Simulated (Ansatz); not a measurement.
# Si: what the electrons do

Space group C2/m. This isn't the usual form at ambient conditions. The cell comes from a database of computed structures, not from a measurement.

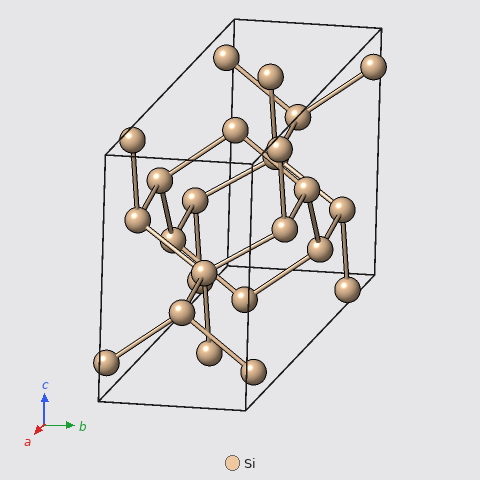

The conventional cell.

```xyz
16
Lattice="13.8285 0.0000 0.0000 0.0000 3.8459 0.0000 -0.7469 0.0000 6.2888" Properties=species:S:1:pos:R:3 pbc="T T T"
Si    0.1152    0.0000    5.4962
Si    7.0294    1.9230    5.4962
Si    6.0522    1.9230    0.7926
Si   12.9665    0.0000    0.7926
Si    0.3279    1.9230    4.1091
Si    7.2421    0.0000    4.1091
Si    5.8395    0.0000    2.1797
Si   12.7538    1.9230    2.1797
Si    2.8991    0.0000    0.3604
Si    9.8133    1.9230    0.3604
Si    3.2683    1.9230    5.9284
Si   10.1826    0.0000    5.9284
Si    2.7032    1.9230    3.6826
Si    9.6175    0.0000    3.6826
Si    3.4642    0.0000    2.6062
Si   10.3784    1.9230    2.6062
```

Computed with DFT PBE, scalar-relativistic, plane waves, PAW (Ansatz 0.2.0).

Core electrons are frozen (PAW), so the maps are meaningful between the atoms, not at the nuclei.

Part 1: Bonding charge

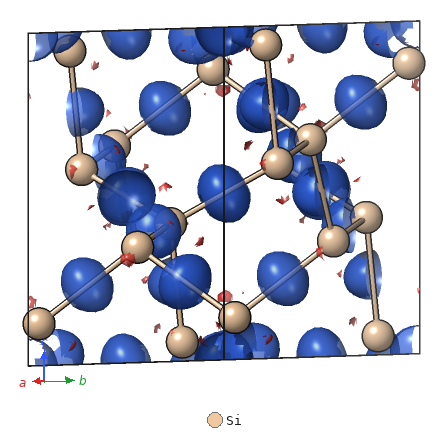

Deformation density (self-consistent density less superposed neutral spherical atoms): blue surfaces at +0.08 and red ones at −0.08 e/Å³, in the conventional cell seen along [110] (the regions close to the nuclei are left out). Cores are masked to 0.8 Å (Si).

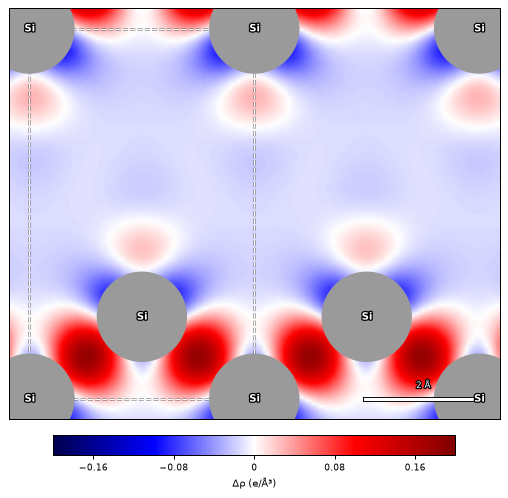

The same field as a map on the (100) plane of the conventional cell, with grey discs over the atomic cores.

Q: Where does charge go when the atoms form this crystal?

A: Si–Si (2.32 Å): Δρ is +0.19 e/Å³ at the midpoint, where it peaks: a build-up of bond charge.
- Over the whole cell, outside the masked cores, the largest gain, 0.2 e/Å³, lies 1.2 Å from a silicon nucleus, and the largest loss lies at the edge of the masked core of Si.
- In all about 0.28 e an atom is rearranged against the free atoms.

Part 2: One group of states

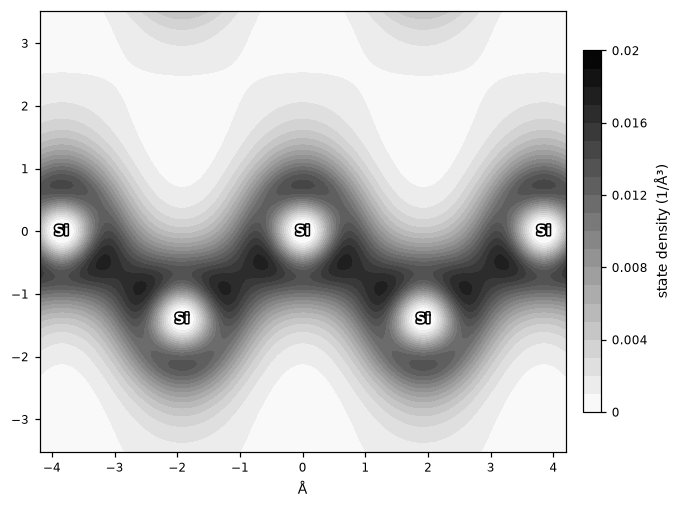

Density of the Kohn–Sham states from −12.2 to −8.1 eV about the valence-band maximum (the lower third of the upper valence band), scaled to one electron a cell: a map on the (100) plane of the conventional cell.

Q: Which atoms and orbitals make up these states?

A: Projected on a minimal set of atomic orbitals (Löwdin), they are Si 3s (70 %) and Si 3p (30 %).

Part 3: Change of volume

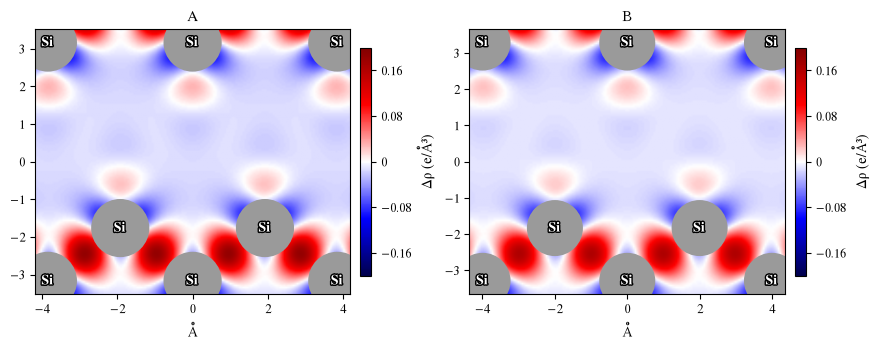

Si: deformation density on the (100) plane of the conventional cell at two volumes, with the same fractional coordinates and one colour scale. Grey discs cover the cores.

Q: How do the two volumes compare, and how does the bonding charge respond?

A: B is the larger cell: B has 112 % of the volume of A.
From A to B, Si–Si goes from 2.32 to 2.40 Å, and Δρ at its midpoint from +0.19 to +0.17 e/Å³.
The pressure is 1.4 GPa in A and −6.6 GPa in B.
The rearranged charge is 0.28 e an atom in A and 0.27 e in B.

Part 4: Moving an atom

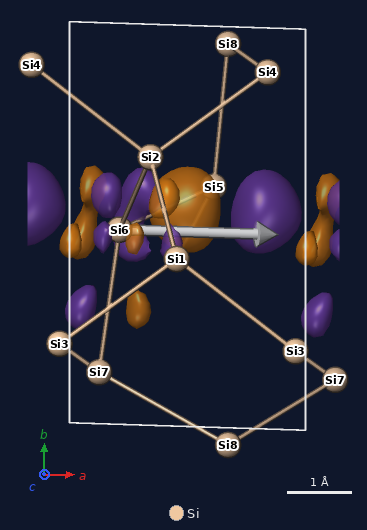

*Si6 was moved by 0.10 Å along [1 0 0] in the axes of the cell drawn (arrow, not to scale). Change of the density less the rigid motion of the neutral atom's own density: orange surfaces at +0.01 and purple ones at −0.01 e/Å³, in the cell of the calculation (origin moved) seen along the c axis.*

Q: Describe the electronic response.

A: About 0.09 e is rearranged in the cell. Outside the cores the largest gain, 0.04 e/Å³, lies 0.9 Å from a silicon nucleus, and the largest loss lies there too, on other sides.

Q: What restoring force does the calculation give for this move?

A: The force on it changes by 1.22 eV/Å along the move, against it: a stiffness of about 12 eV/Å² for this sublattice shift.

Part 5: Holes and electrons

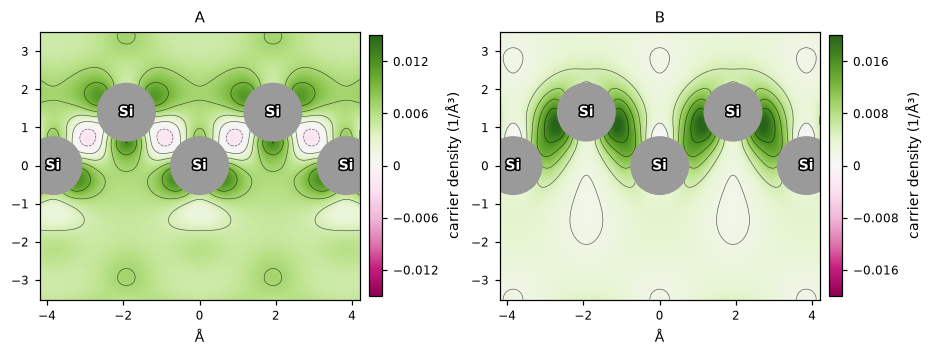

Si, doped once with holes and once with electrons (0.5 e in the calculation's cell of 8 atoms, uniform background, atoms fixed). Each panel shows the carrier's density (positive where it sits) on the (100) plane of the conventional cell; grey discs cover the cores. Cores are masked to 0.8 Å (Si). This is very heavy doping.

Q: Which panel shows the hole and which the electron?

A: A is the electron: outside the cores it is densest at the edge of the masked core of Si. B is the hole: outside the cores it is densest 0.9 Å from a silicon nucleus.

Part 6: Putting it together

The two pressures give a mean stiffness −ΔP/Δln V of about 71 GPa over this range, with the atoms held at their fractional positions.

Run times: 2.6 min (base cell), 55 s (state densities), 2.5 min (scaled cell), 3.4 min (moved atom), 2.4 min (electron) and 2.4 min (hole), on 2 threads of Arm Neoverse N1, on a shared host.
